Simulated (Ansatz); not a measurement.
A series of calculations on SiO2

## 1. Relaxation

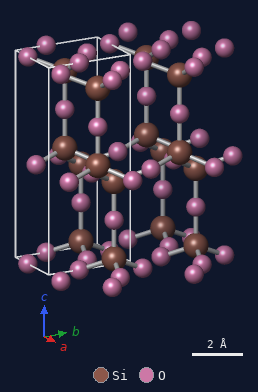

Solid SiO$_{2}$ (set up in P6_322), before the relaxation. A ball-and-stick model of the cell of the calculation, repeated 2 × 2 × 1 with one cell outlined, seen slightly off an axis.

Case: volume × 0.88, shape and atoms relaxed.

The calculation used Ansatz, DFT r2SCAN, scalar-relativistic, plane waves, PAW.

The input:
```yaml
crystal:
  lattice:
    - [4.7607278101, 0.0, 0.0]
    - [-2.3803639051, 4.122911224, 0.0]
    - [0.0, 0.0, 8.4343520134]
  atoms:
    - { symbol: Si, position: [0.6666666667, 0.3333333333, 0.9364916721] }
    - { symbol: Si, position: [0.6666666667, 0.3333333333, 0.5635083279] }
    - { symbol: Si, position: [0.3333333333, 0.6666666667, 0.0635083279] }
    - { symbol: Si, position: [0.3333333333, 0.6666666667, 0.4364916721] }
    - { symbol: O, position: [0.0, 0.3756391413, 0.0] }
    - { symbol: O, position: [0.3756391413, 0.3756391413, 0.5] }
    - { symbol: O, position: [0.6243608587, 0.0, 0.5] }
    - { symbol: O, position: [0.6243608587, 0.6243608587, 0.0] }
    - { symbol: O, position: [0.0, 0.6243608587, 0.5] }
    - { symbol: O, position: [0.6666666667, 0.3333333333, 0.75] }
    - { symbol: O, position: [0.3333333333, 0.6666666667, 0.25] }
    - { symbol: O, position: [0.3756391413, 0.0, 0.0] }
basis:
  ecutwfc: 500
kpoints:
  mp_grid: { grid: [6, 6, 4] }
hamiltonian:
  xc: r2scan
scf:
  occupations: { method: gaussian, width: 0.02 }
output:
  forces: true
  stress: true
  eigenvalues: true
relax:
  adjacent_minimum: "off"
  f_tol: 0.01
  max_steps: 30
  cell: { stress_tol: 0.1, fix: [volume] }
```

Run as
```bash
ansatz run input.yaml --threads 2 --pin off --max-ram 5120MiB --backend cpu --events-out ev --progress --plain --runs-dir out
```

### Predict the outcome.

The energy falls by 6.7 meV per atom in 5 accepted moves (6 points after the start). The largest force component goes from 0.5 to 0.00047 eV/Å. Pressure: 10.82 GPa at the start and 6.20 GPa at the end. The SCF was repeated once at an unchanged geometry on a basis and grid sized afresh for the cell, which shifted the energy by less than 0.05 meV per atom at most. The largest moves relative to the cell, 0.051 Å, are those of O5, O6, O7, O8, O9 and O12. O6 goes along [−1 −1 0]. Largest moves by element: O 0.051 Å, Si 0.002 Å. The drawn cell changes at constant volume: a = b 4.761 → 4.739 Å (−0.4 %), c 8.434 → 8.511 Å (+0.9 %). Some distances before and after: Si1–O12 1.589 → 1.605 Å, Si1–O10 1.573 → 1.586 Å. Bond angles that change, for instance: Si2–O9–Si4 136.3° → 133.0°. The space group stays P6_322 (No. 182).

After the run, drawn alike:

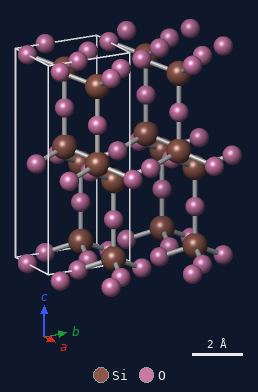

## 2. Relaxation

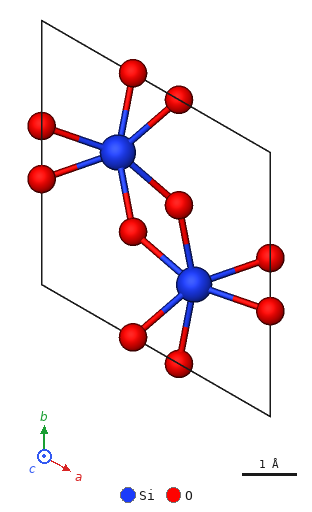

Solid SiO2 (set up in P6_322), before the relaxation. The picture is a ball-and-stick view of the cell of the calculation, seen along the c axis.

Case: volume × 0.94, shape and atoms relaxed.

Method: DFT r2SCAN, scalar-relativistic, plane waves, PAW in Ansatz.

Input file:
```yaml
crystal:
  lattice:
    - [4.9110080153, 0.0, 0.0]
    - [-2.4555040076, 4.2530576995, 0.0]
    - [0.0, 0.0, 8.466468986]
  atoms:
    - { symbol: Si, position: [0.6666666667, 0.3333333333, 0.9368613276] }
    - { symbol: Si, position: [0.6666666667, 0.3333333333, 0.5631386724] }
    - { symbol: Si, position: [0.3333333333, 0.6666666667, 0.0631386724] }
    - { symbol: Si, position: [0.3333333333, 0.6666666667, 0.4368613276] }
    - { symbol: O, position: [0.0, 0.3995533721, 0.0] }
    - { symbol: O, position: [0.3995533721, 0.3995533721, 0.5] }
    - { symbol: O, position: [0.6004466279, 0.0, 0.5] }
    - { symbol: O, position: [0.6004466279, 0.6004466279, 0.0] }
    - { symbol: O, position: [0.0, 0.6004466279, 0.5] }
    - { symbol: O, position: [0.6666666667, 0.3333333333, 0.75] }
    - { symbol: O, position: [0.3333333333, 0.6666666667, 0.25] }
    - { symbol: O, position: [0.3995533721, 0.0, 0.0] }
basis:
  ecutwfc: 500
kpoints:
  mp_grid: { grid: [6, 6, 4] }
hamiltonian:
  xc: r2scan
scf:
  occupations: { method: gaussian, width: 0.02 }
output:
  forces: true
  stress: true
  eigenvalues: true
relax:
  adjacent_minimum: "off"
  f_tol: 0.01
  max_steps: 30
  cell: { stress_tol: 0.1, fix: [volume] }
```

Command:
```bash
ansatz run input.yaml --threads 2 --pin off --max-ram 5120MiB --backend cpu --events-out ev --progress --plain --runs-dir out
```

**Predict the outcome.**

The energy falls by 75.8 meV per cell of the calculation in 3 accepted moves (5 points after the start). The largest force component goes from 0.39 to 0.00027 eV/Å. Pressure: 6.80 GPa at the start and 2.41 GPa at the end. The line search rejected the trial step at point 2 of the run. At 1 point the geometry stayed and the basis and grid were re-selected for the new cell (energy shift of less than 0.05 meV per cell of the calculation at most each time). The largest moves relative to the cell, 0.061 Å, are those of O5, O6, O7, O8, O9 and O12. O9 goes along +b. Largest moves by element: O 0.061 Å, Si 0.002 Å. The drawn cell changes at constant volume: a = b 4.911 → 4.888 Å (−0.5 %), c 8.466 → 8.545 Å (+0.9 %). Near-neighbour distances that change, for instance: Si1–O12 1.593 → 1.609 Å, Si1–O10 1.582 → 1.595 Å. Among the angles between lasting bonds that change: Si2–O9–Si4 143.9° → 139.9°. The space group stays P6_322 (No. 182). The run took 97 s on 2 threads of Arm Neoverse V1, with other jobs on the host, peak memory 0.75 GiB.

After the run, drawn alike:

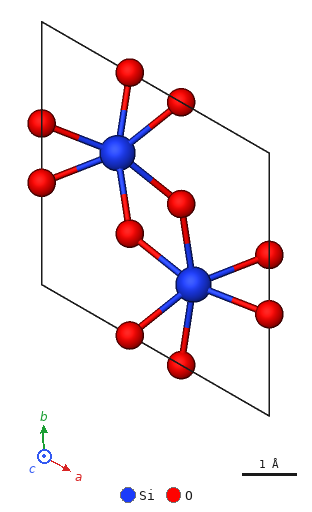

## 3. A change

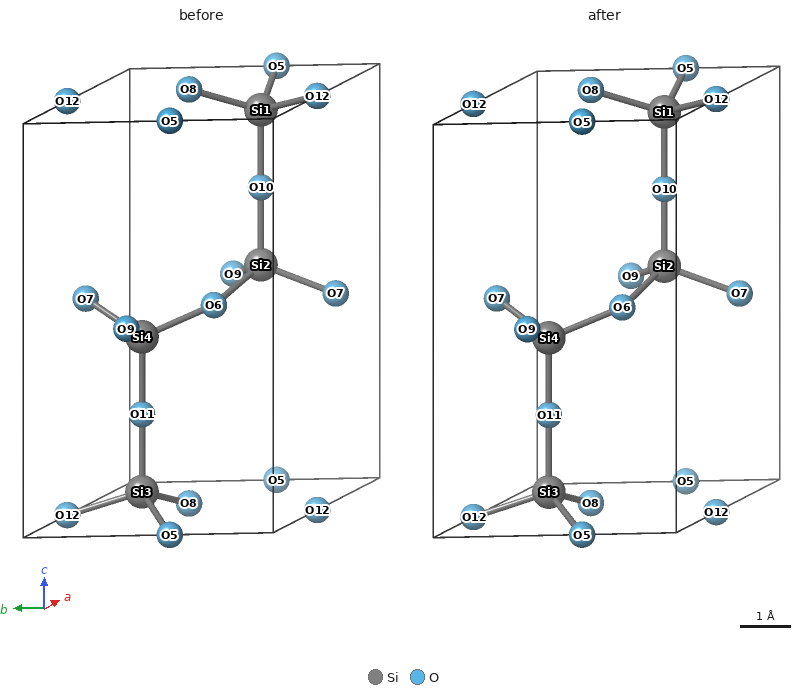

Left: crystalline SiO2 (set up in P6_322). Right: the same structure after one change, at the same scale. A ball-and-stick model of the cell of the calculation, seen from a free direction.

These are results of DFT r2SCAN, scalar-relativistic, plane waves, PAW in Ansatz 0.2.0, not measurements. (plane-wave cutoff 500 eV; k-point mesh 6 × 6 × 4; occupations gaussian; smearing width 0.02 eV; no spin polarisation)

Question: Which change leads from the left to the right?

Answer: The volume is changed by −6.0 %. The cell's shape and the atoms are relaxed at that volume.

Question: What does the change do?

Answer: The energy rises by 6.6 meV per atom. Pressure: 0.0 GPa before, 2.4 GPa after. Cell: a = b 5.036 → 4.888 Å (−2.9 %), c 8.565 → 8.545 Å (−0.2 %). Volume −6.0 %. The largest moves relative to the cell, 0.13 Å, are those of O5, O6, O7, O8, O9 and O12. O8 goes along [1 1 0]. Si stays in place. Some distances before and after: O–Si 1.609 → 1.595 to 1.609 Å. The space group stays P6_322 (No. 182).
